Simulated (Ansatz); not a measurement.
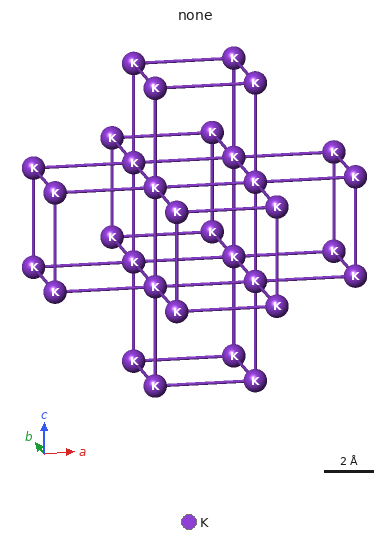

A crystal of K (set up in Pm-3m), relaxed (cell and atoms) with several dispersion corrections. The picture shows the result with none. The picture is a ball-and-stick view of the cell of the calculation, seen slightly off an axis.

Computed with Ansatz 0.2.0: PBEsol, Ansatz PAW. Settings: plane-wave cutoff 420 eV; k-point mesh 6 × 6 × 6; occupations fermi-dirac; smearing width 0.05 eV; no spin polarisation; cell and atoms relaxed; force threshold 0.01 eV/Å.

| dispersion correction | volume (Å³/atom) | a (Å) |
| --- | --- | --- |
| none | 75.541 | 4.227 |
| D3(BJ) | ? | ? |
| D4 | 73.794 | 4.194 |
| D3(BJ)-ATM | 69.724 | 4.116 |

Q: One row is withheld. What does the calculation give there?

A: With D3(BJ) the volume is the smallest of the series, below D3(BJ)-ATM (69.724). The calculation gives 69.422 Å³/atom (a = 4.110 Å). In order of volume: D3(BJ) < D3(BJ)-ATM < D4 < none; the spread is 8.8 %.

Each member starts from this one structure; whether another phase lies lower wasn't checked.
